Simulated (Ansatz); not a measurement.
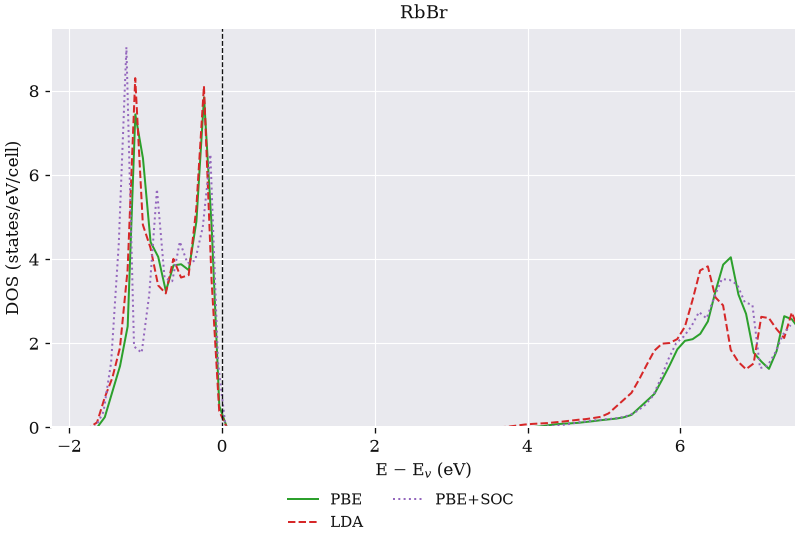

Total densities of states of RbBr, space group Pm-3m (No. 221), 2 atoms in the cell, by three methods on the same cell. Each is counted from its own valence-band top.

Q: What changes from one method to the other?

A: PBE gives a gap of 3.93 eV, LDA gives a gap of 3.52 eV and PBE+SOC gives a gap of 3.89 eV.

Settings. PBE: DFT PBE, scalar-relativistic, plane waves, PAW, no spin polarisation, 6×6×6 k mesh, 420 eV cutoff, Gaussian smearing of 0.02 eV (Ansatz). LDA: DFT LDA, scalar-relativistic, plane waves, PAW, no spin polarisation, 6×6×6 k mesh, 420 eV cutoff, Gaussian smearing of 0.02 eV (Ansatz). PBE+SOC: DFT PBE, spin-orbit coupling, plane waves, PAW, 6×6×6 k mesh, 420 eV cutoff (Ansatz 0.2.0).
